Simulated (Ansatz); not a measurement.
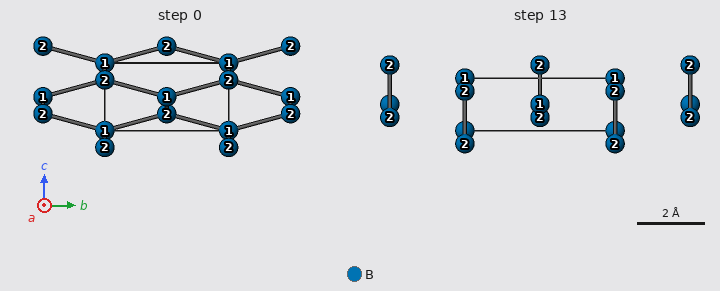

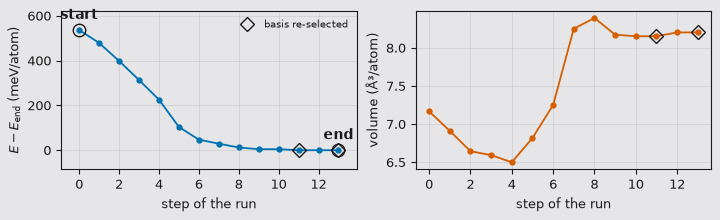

First and last geometry of a relaxation of a crystal of B (built on the beta-tin_141 type) (coarse preliminary run), with the history of the run. Style: ball-and-stick. Shown: the conventional cell (2 times the calculation's cell), along the a axis. Lengths and directions refer to the drawn axes.

Case: beta-tin type (I4_1/amd, No. 141).

The calculation used DFT r2SCAN, scalar-relativistic, plane waves, PAW (Ansatz 0.2.0).

Input
```yaml
crystal:
  lattice:
    - [-1.8728847213, 1.8728847213, 1.0216931879]
    - [1.8728847213, -1.8728847213, 1.0216931879]
    - [1.8728847213, 1.8728847213, -1.0216931879]
  atoms:
    - { symbol: B, position: [0.0, 0.0, 0.0] }
    - { symbol: B, position: [0.75, 0.25, 0.5] }
basis:
  ecutwfc: 500
kpoints:
  mp_grid: { grid: [10, 10, 10] }
hamiltonian:
  xc: r2scan
scf:
  occupations: { method: gaussian, width: 0.1 }
  lower_state_search: "off"
output:
  forces: true
  stress: true
  eigenvalues: true
relax:
  adjacent_minimum: "off"
  f_tol: 0.04
  max_steps: 70
  cell: { stress_tol: 0.4 }
```

What do the curves and the structures tell?

Answer. It converged. After 11 accepted moves (13 points after the start) the energy has fallen by 537 meV per atom. All forces vanish by symmetry, so only the cell relaxes. Pressure: −11.32 GPa at the start and 0.02 GPa at the end. At 2 points the geometry stayed and the basis and grid were re-selected for the new cell (energy shift of 4.5 meV per atom at most each time). No atom moves by more than 0.005 Å relative to the cell. The volume changes by +14.4 %, with a = b 3.746 → 4.546 Å (+21.4 %), c 2.043 → 1.588 Å (−22.3 %). Near-neighbour distances that change, for instance: B1–B1 2.043 → 1.588 Å, B1–B2 1.941 → 2.308 Å. The space group stays I4_1/amd (No. 141).
